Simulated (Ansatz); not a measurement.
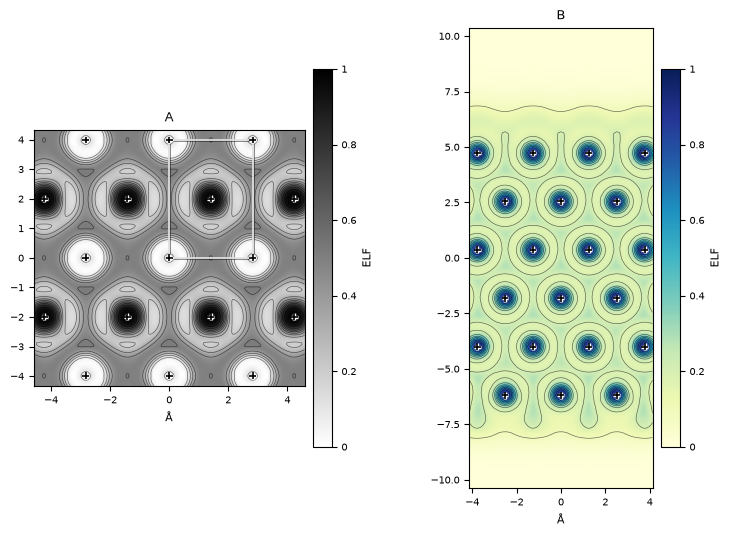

The ELF of 2 systems, each on a plane through atoms (crosses mark nuclei in the plane).

All numbers below come from DFT PBEsol, scalar-relativistic, plane waves, PAW (Ansatz 0.2.0).

System 1: Cu (slab), the (010) plane of the calculation cell, a cut from vacuum to vacuum. Not relaxed (largest force 0.7 eV/Å); computed without spin polarisation.

```
Cu
1.0
     2.52059    0.00000    0.00000
     0.00000    4.11652    0.00000
     0.00000    0.00000   27.36974
Cu
12
Cartesian
  0.0000 1.0291 7.5001
  0.0000 3.0874 8.9554
  1.2603 1.0291 9.6829
  1.2603 3.0874 11.1381
  0.0000 1.0291 11.8659
  0.0000 3.0874 13.3211
  1.2603 1.0291 14.0486
  1.2603 3.0874 15.5039
  0.0000 1.0291 16.2316
  0.0000 3.0874 17.6869
  1.2603 1.0291 18.4144
  1.2603 3.0874 19.8696
```

System 2: AlCo, the (011) plane of the conventional cell. Space group Pm-3m; a structure from a database of computed crystals, not necessarily the ambient phase; computed without spin polarisation.

```xyz
2
Lattice="2.8226 0.0000 0.0000 0.0000 2.8226 0.0000 0.0000 0.0000 2.8226" Properties=species:S:1:pos:R:3 pbc="T T T"
Al    0.0000    0.0000    0.0000
Co    1.4113    1.4113    1.4113
```

> Match each panel to its system.

Panel A is system 2, AlCo: the plane holds Al and Co. Al–Co (2.44 Å): the ELF is about 0.40 at the midpoint. Panel B is system 1, Cu: the plane holds Cu. Cu–Cu (2.52 Å): the ELF is about 0.25 at the midpoint (no shared electron pair shows on this line).
